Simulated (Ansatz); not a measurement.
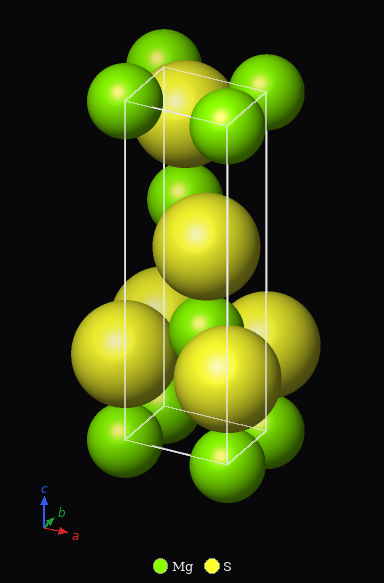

This space-filling model is shown slightly off an axis. The lines enclose the conventional unit cell; boundary atoms appear with their images.

MgS, space group R3m (No. 160), a = 4.064 Å, b = 4.064 Å, c = 9.695 Å, α = 90.00°, β = 90.00°, γ = 120.00°. Its origin is a structure type filled with these elements by a generator (whether the compound takes this form wasn't checked). The cell was then strained or its atoms displaced on purpose. It went into a calculation with Ansatz.

This one geometry was computed with Ansatz (DFT, plane waves, PAW) at three levels of theory: PBE, r2SCAN and HSE06. It was relaxed with r2SCAN and then strained.

**How does the band gap change with the level of theory?**

PBE: a gap of 3.27 eV, direct; r2SCAN: a gap of 3.93 eV, direct; HSE06: a gap of 4.32 eV, direct.

**Collect the results in a table.**

| level | cutoff (eV) | k-mesh of the run's cell | gap (eV) | pressure (GPa) |
| --- | --- | --- | --- | --- |
| PBE | 420 | 8×8×8 | 3.27 | 0.0 |
| r2SCAN | 500 | 8×8×8 | 3.93 | -1.1 |
| HSE06 | 420 | 6×6×6 | 4.32 | -1.0 |

Gaps are taken on the k-mesh or band path of each run.
